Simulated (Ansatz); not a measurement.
## Single-point calculation of WSe2

The run: single-point calculation of WSe2 (6 atoms in the cell). Method and program: DFT, PBEsol, plane waves, PAW, no spin polarisation (Ansatz 0.2.0).

The structure derives from an entry of the Crystallography Open Database. Some settings of this run were made unusual or wrong on purpose. Figures and captions count atoms from 1; the log counts them from 0 in places.

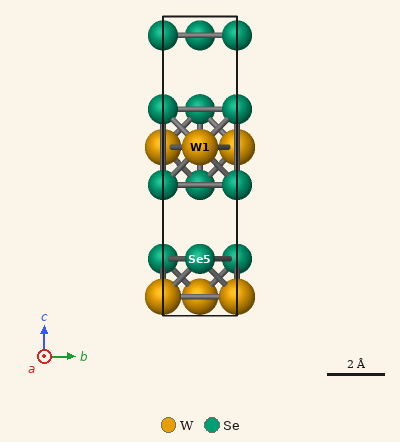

Figure 1. The input geometry (ball-and-stick view of the cell 2 times as large as that of the calculation, set on its symmetry axes, along the a axis; atoms are numbered from 1 in the order of the input). An atom can appear more than once, as a periodic image.

## Outcome

- outcome: converged
- space group (tolerance 0.01 Å): Cm (8)
- electrons treated: 92
- free energy: −42139.1508 eV
- Fermi energy: 29.735 eV
- gap on the k-point mesh: none (metallic)
- pressure: 513.66 GPa
- largest force (length of the vector): 165.279 eV/Å
- hardware: 2 threads of AMD EPYC (Zen 3), 64 GiB of memory available, shared host
- wall time: 17 s (CPU time 34 s)
- peak memory: 0.47 GiB

## Diagnosis

The input was spoiled on purpose: a lattice far too small (`crystal.lattice`). The atoms are squeezed together and the pressure is enormous. The run converged all the same; its numbers are those of the faulty input and shouldn't be used.

## The input
```yaml
crystal:
  lattice:
    - [-2.61692032, 0.0, 0.0]
    - [-1.30846016, -2.26631948, 0.0]
    - [-2.94403536, -1.69973961, 10.57653516]
  atoms:
    - { symbol: W, position: [-0.0891416667, -0.0891416667, 0.5633] }
    - { symbol: W, position: [0.6191916667, 0.6191916667, 0.0633] }
    - { symbol: Se, position: [-0.3691813025, -0.3691813025, 0.9366861811] }
    - { symbol: Se, position: [0.3391520308, 0.3391520308, 0.4366861811] }
    - { symbol: Se, position: [0.1908979692, 0.1908979692, 0.1899138189] }
    - { symbol: Se, position: [0.1492313025, 0.1492313025, 0.6899138189] }
basis:
  ecutwfc: 420
kpoints:
  mp_grid: { grid: [9, 9, 2] }
hamiltonian:
  xc: pbesol
scf:
  occupations: { method: gaussian, width: 0.05 }
  max_iter: 60
output:
  forces: true
  eigenvalues: true
  stress: true
```

Command:
```bash
ansatz run input.yaml --threads 2 --pin off --max-ram 5120MiB --backend cpu --events-out ev --progress --plain --runs-dir out
```

## Output
```
Engine: ansatz 0.2.0, x86_64-unknown-linux-gnu
Pseudopotentials: kind: paw
Pseudopotential: W, paw, valence charge 14, recommended cutoff 420 eV (normal), W.paw.azcp
Pseudopotential: Se, paw, valence charge 16, recommended cutoff 420 eV (normal), Se.paw.azcp
Functional definition: PBEsol
  exchange = pbesol_x
  correlation = pbesol_c
Crystal: 6 atoms, lattice volume = 62.727 Å³
Basis set: ecut = 420 eV, 1253 PW (Γ), exchange–correlation on 36×36×150 points (8 copies of the dense FFT grid, shifted against one another)
Bands: 56, of which v1, the nominal top of the filled ones, is band 46 counted from 1 (45 counted from 0)
Symmetry: 2 space group operations
Space group: Cm (ITA 8), of the structure as read, at distance tolerance 4.0e-5 Å
k-points: 50 of 162 (time reversal used)
Non-local potential: W, projectors of the file, l = 0: 3, l = 1: 2, l = 2: 2, l = 3: 1
Non-local potential: Se, projectors of the file, l = 0: 2, l = 1: 2, l = 2: 3, l = 3: 1
PAW form: soft (Blöchl's): semilocal exchange-correlation on the pseudo side does not see the compensation charge
PAW frozen core: W, regenerated for the run's functional, and the local potential with it (the file was generated under x = pbe(κ = 0.804, μ = 0.2195149727645171), c = pbe(β = 0.06672455060314922))
PAW frozen core: Se, regenerated for the run's functional, and the local potential with it (the file was generated under x = pbe(κ = 0.804, μ = 0.2195149727645171), c = pbe(β = 0.06672455060314922))
PAW one-centre angular grid: W, 590 points (default); XC on 64 Gauss nodes
PAW one-centre angular grid: Se, 590 points (default); XC on 64 Gauss nodes
Initial density: superposition of atomic densities (neutral atoms: chi_scale 0, normalization atom), corrected by the library's trained network
Initial wavefunctions: pseudopotential atomic-orbital guess
Functional: x = pbesol(κ = 0.804, μ = 0.12345679012345678), c = pbesol(β = 0.046)
SCF iter   1: F=—  HF=-42142.386359 eV  |F-HF|=—  |Δ(HF+E_count)|=         —  Δρ=8.15e-2  dr2=2.70e1  ethr=1.77e-3  ⟨swp⟩=6.8  Hψ=11691  notcnv=0  defer=46
preconditioner: auto → Resta (q_TF=auto, 2.908 Å⁻¹)  ε∞=5.2  [insulator: Δε(μ)=0.109 eV  Ē_g=13.777 eV  σ=0.050 eV  W_gap=0.62  n_scr=24 (ndim 8)  ℏωp=28.1 eV  f_vac=0.000  D(μ)=0.83/eV (n_scr^D=4)  ε∞_Penn≈5.2]
SCF iter   2: F=—  HF=-42139.702235 eV  |F-HF|=—  |Δ(HF+E_count)|=    2.68e0  Δρ=4.05e-2  dr2=3.63e0  ethr=1.77e-3  ⟨swp⟩=3.8  Hψ=6311  notcnv=0  defer=153
preconditioner: auto → Kerker (q_TF=auto, 2.908 Å⁻¹)  [metal: Δε(μ)=0.016 eV  Ē_g=13.826 eV  σ=0.050 eV  W_gap=0.17  n_scr=24 (ndim 8)  ℏωp=28.1 eV  f_vac=0.000  D(μ)=1.40/eV (n_scr^D=6)]
SCF iter   3: F=—  HF=-42139.236233 eV  |F-HF|=—  |Δ(HF+E_count)|=   4.66e-1  Δρ=1.48e-2  dr2=5.44e-1  ethr=1.77e-3  ⟨swp⟩=3.2  Hψ=4257  notcnv=0  defer=150
SCF iter   4: F=—  HF=-42139.178271 eV  |F-HF|=—  |Δ(HF+E_count)|=   5.80e-2  Δρ=5.05e-3  dr2=2.11e-1  ethr=5.91e-4  ⟨swp⟩=2.5  Hψ=5187  notcnv=0  defer=143
SCF iter   5: F=—  HF=-42139.156079 eV  |F-HF|=—  |Δ(HF+E_count)|=   2.22e-2  Δρ=3.15e-3  dr2=4.37e-2  ethr=2.30e-4  ⟨swp⟩=2.6  Hψ=5112  notcnv=0  defer=143
SCF iter   6: F=—  HF=-42139.151044 eV  |F-HF|=—  |Δ(HF+E_count)|=   5.04e-3  Δρ=8.13e-4  dr2=3.89e-3  ethr=4.75e-5  ⟨swp⟩=2.0  Hψ=3308  notcnv=0  defer=143
SCF iter   7: F=—  HF=-42139.150941 eV  |F-HF|=—  |Δ(HF+E_count)|=   1.03e-4  Δρ=4.13e-4  dr2=7.05e-4  ethr=4.23e-6  ⟨swp⟩=2.0  Hψ=3320  notcnv=0  defer=140
SCF iter   8: F=—  HF=-42139.150874 eV  |F-HF|=—  |Δ(HF+E_count)|=   6.72e-5  Δρ=1.69e-4  dr2=2.01e-4  ethr=7.66e-7  ⟨swp⟩=2.0  Hψ=3817  notcnv=0  defer=140
SCF iter   9: F=—  HF=-42139.150842 eV  |F-HF|=—  |Δ(HF+E_count)|=   3.25e-5  Δρ=1.01e-4  dr2=4.96e-5  ethr=2.19e-7  ⟨swp⟩=2.0  Hψ=4545  notcnv=0  defer=140
SCF iter  10: F=—  HF=-42139.150834 eV  |F-HF|=—  |Δ(HF+E_count)|=   7.55e-6  Δρ=4.92e-5  dr2=6.98e-6  ethr=5.39e-8  ⟨swp⟩=2.0  Hψ=4639  notcnv=0  defer=140
SCF iter  11: F=—  HF=-42139.150833 eV  |F-HF|=—  |Δ(HF+E_count)|=   9.54e-7  Δρ=1.28e-5  dr2=3.26e-7  ethr=7.59e-9  ⟨swp⟩=2.0  Hψ=2888  notcnv=0  defer=140
SCF iter  12: F=-42139.150833 eV  HF=-42139.150833 eV  |F-HF|=2.27e-8  |Δ(HF+E_count)|=   2.26e-8  Δρ=3.06e-6  dr2=1.45e-8  ethr=1.09e-10  ⟨swp⟩=14.6  Hψ=15933  notcnv=0
SCF 1 converged in 12 iterations: F = -42139.150833 eV  dr2 = 1.45e-8
  greatest PAW one-centre occupation: 1.007 electrons in one spin orbital (limit 2), on the W atom at site 1 (counted from 0), in its partial waves of l = 1
```

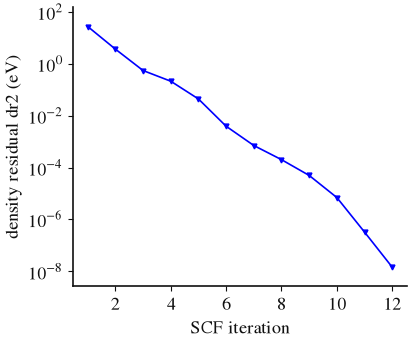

Figure 2. Convergence of the self-consistent field: density residual dr2 against the SCF iteration. The residual falls at every step.

```
SCF converged after 12 iterations
Free energy (F): -42139.150833 eV
Harris-Foulkes:  -42139.150833 eV  (|F-HF|=2.27e-8)
Internal energy: -42139.148405 eV  (E = F + TS)
E sigma→0 (E₀):  -42139.149619 eV
Entropy (-TS):   -0.002428 eV (-0.405 meV/atom)
Fermi energy:    29.735249 eV
--- Per-component energies (eV) ---
  E_band       = -435.558759
  E_kinetic    = 1595.868019
  E_local      = -8569.534959  (includes V_loc(G=0)·N_el)
  E_nonlocal   = -2329.029320
  E_hartree    = 4611.295217
  E_xc         = -1015.039103
  E_vxc        = -960.225976  (∫ρ·V_xc dr)
  E_paw        = -24360.728113  (= ΣΔE_a)
  E_vpaw       = 604.775415  (= ΣTr[D̂ρ^β])
  E_aug_tail   = -0.002574  (compensation charges beyond the density's cutoff)
  E_ewald      = -12076.454958
  E_core_change = 4.477386  (= ΣΔE_core)
  E_smearing   = -0.002428  (= −TS)
  E_closure    = -0.000000  (closes the sum)
  Σ components = -42139.150833   (vs F -42139.150833, Δ=0.00e0)
--- Forces (eV/Å), atoms counted from 1 ---
  atom   1  W      0.23824941     0.13755336     0.53341133
  atom   2  W    -36.73609699   -21.20959549   132.30197621
  atom   3  Se    36.86113242    21.28178473  -159.70429184
  atom   4  Se     0.01843430     0.01064305   -28.35874977
  atom   5  Se    -0.54453156    -0.31438544    26.87445217
  atom   6  Se     0.16281203     0.09399957    28.35331013
  max |Σ_I F_I| component: 1.08e-4 eV/Å
--- Stress (GPa, compression-positive) ---
      349.857616      17.772053    -130.881799
       17.772053     329.336217     -75.564642
     -130.881792     -75.564638     861.798572
  P = ⅓ Tr σ = 513.6641 GPa (5136.641 kbar)
--- Band table (eV; the first three rows and the last of 50) ---
  k-point 0: bands = ["-47.5461", "-45.2540", "-25.8226", "-24.4503", "-24.4352", "-23.1246", "-23.1223", "-20.6330", "-20.6259", "-20.5940", "-20.5860", "-20.5663", "-20.5458", "-20.5400", "-20.5145", "-20.5046", "-20.5030", "-20.4142", "-20.4131", "-20.3313", "-20.3257", "-20.3251", "-13.7449", "-11.4882", "-9.7410", "-9.5983", "-9.1676", "-9.1665", "7.5887", "8.5450", "10.8924", "12.7316", "16.3294", "17.8263", "22.2411", "22.8308", "22.8310", "23.0538", "23.6084", "23.8072", "24.7781", "25.6748", "26.0792", "26.0811", "28.4881", "29.2028", "32.6928", "33.9768", "34.0019", "34.7871", "34.9610", "35.3688", "36.0044", "36.0085", "36.3994", "38.0536"]
  k-point 1: bands = ["-47.5463", "-45.2540", "-25.8226", "-24.4503", "-24.4352", "-23.1246", "-23.1223", "-20.6330", "-20.6259", "-20.5940", "-20.5860", "-20.5663", "-20.5458", "-20.5400", "-20.5145", "-20.5046", "-20.5030", "-20.4142", "-20.4131", "-20.3313", "-20.3257", "-20.3251", "-13.7454", "-11.4883", "-9.7410", "-9.5983", "-9.1676", "-9.1665", "7.7042", "8.3028", "11.6336", "11.9434", "16.8925", "17.4446", "22.2411", "22.8307", "22.8309", "22.8683", "23.5279", "23.9033", "25.1237", "25.6745", "26.0799", "26.0818", "27.9668", "29.5342", "32.6843", "33.9893", "33.9899", "34.7410", "34.9604", "35.3050", "36.0754", "36.1402", "36.4991", "38.0320"]
  k-point 2: bands = ["-47.5202", "-45.2219", "-25.8190", "-24.4525", "-24.4404", "-23.1234", "-23.1175", "-20.6336", "-20.6263", "-20.5977", "-20.5817", "-20.5621", "-20.5467", "-20.5377", "-20.5122", "-20.5064", "-20.5010", "-20.4193", "-20.4086", "-20.3319", "-20.3241", "-20.3232", "-13.6726", "-11.3842", "-9.9679", "-9.7461", "-9.5513", "-9.2388", "8.1004", "8.9964", "11.0818", "12.7284", "16.8792", "18.2815", "21.1912", "22.0789", "22.6649", "23.4153", "23.6092", "23.8914", "24.0600", "25.1015", "25.4080", "26.5560", "28.5574", "29.9130", "31.6987", "33.5790", "33.8789", "34.2453", "34.7475", "34.9862", "35.1776", "36.5357", "36.6807", "37.9664"]
  k-point 49: bands = ["-47.3103", "-44.9656", "-25.7973", "-24.4950", "-24.4514", "-23.1281", "-23.0691", "-20.6723", "-20.6254", "-20.6088", "-20.5794", "-20.5627", "-20.5357", "-20.5351", "-20.5046", "-20.4753", "-20.4719", "-20.4194", "-20.3941", "-20.3504", "-20.2962", "-20.2937", "-13.2928", "-11.8857", "-11.7756", "-10.5172", "-10.3216", "-9.9754", "12.0846", "12.1437", "13.5551", "15.4748", "16.1733", "17.5854", "18.8786", "19.2966", "19.8180", "20.2141", "21.0316", "22.5725", "24.3162", "25.2121", "26.1277", "27.5210", "27.6011", "28.6576", "30.9733", "32.4464", "32.8820", "33.6120", "33.9274", "34.1197", "34.9723", "36.0670", "36.2717", "37.7118"]
```
